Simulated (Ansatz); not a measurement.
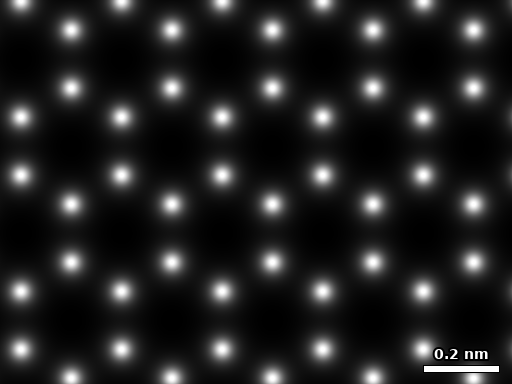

Map of the projected electrostatic potential of a crystal. Computed as the sum of neutral-atom potentials (tabulated electron scattering factors, B = 0.5 Å²) projected along the beam and smoothed by 0.25 Å; brighter is more positive.

### Give the net of the columns and its spacings.

The pattern repeats on a hexagonal net with a repeat of 2.8 Å.

### What is the plane group of the image?

p6mm: sixfold points with mirror lines through them.

### How many columns does the smallest repeating cell hold, and how many levels of brightness?

2 columns in the primitive cell of 6.6 Å², all of one brightness.

The crystal is Ir (P6_3/mmc, No. 194) seen along [001]. Model: the geometry relaxed at fixed volume with DFT r2SCAN, scalar-relativistic, plane waves, PAW in Ansatz; the starting structure was generated, so it need not be a known form of this composition.
